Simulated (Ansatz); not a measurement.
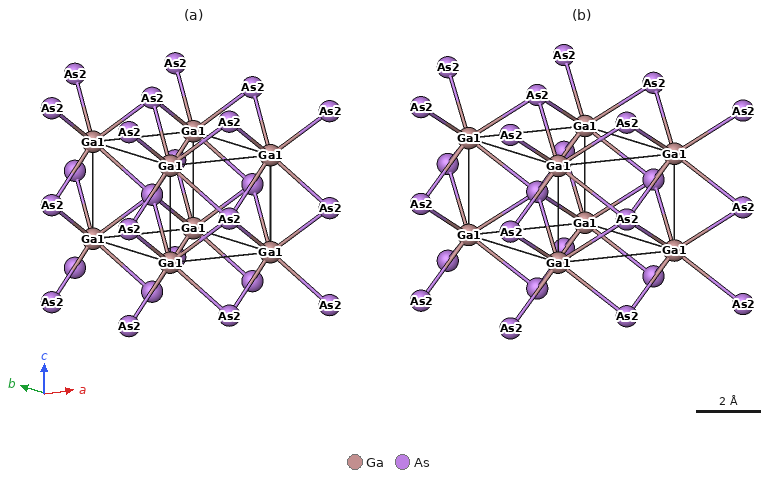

The structure of crystalline GaAs (a generated structure, set up in P-6m2) before (left) and after (right) a relaxation, at one scale.

Style: ball-and-stick. Shown: the cell of the calculation, from a free direction.

Case: cell and atoms relaxed from a first guess.

All numbers below come from DFT, PBE, PAW with Ansatz's default frozen-core files, scalar-relativistic in Ansatz. (plane-wave cutoff 420 eV; k-point mesh 13 × 13 × 11; occupations fermi dirac; smearing width 0.05 eV; no spin polarisation; cell and atoms relaxed; force threshold 0.005 eV/Å; at most 80 steps)

### Summarise the run.

The energy falls by 365 meV per atom in 8 accepted moves (10 points after the start). All forces vanish by symmetry, so only the cell relaxes. The pressure goes from 30.48 to −0.01 GPa. The SCF was repeated twice at an unchanged geometry on a basis and grid sized afresh for the cell, which shifted the energy by 8.7 meV per atom at most. No atom moves by more than 0.005 Å relative to the cell. The drawn cell changes as follows: a = b 3.314 → 3.840 Å (+15.9 %), c 3.248 → 3.240 Å (−0.2 %); the volume changes by +34.0 %. Among the contacts that change: As2–As2 3.314 → 3.840 Å, Ga1–As2 2.509 → 2.746 Å. Among the angles between lasting bonds that change: Ga1–As2–Ga1 80.6° → 72.3°, As2–Ga1–As2 80.6° → 72.3°, As2–Ga1–As2 82.6° → 88.7°. The space group stays P-6m2 (No. 187). Cost: 25 s on 1 thread of AMD EPYC 9R45 96-Core Processor (Zen 5), on a shared host, peak memory 0.46 GiB.
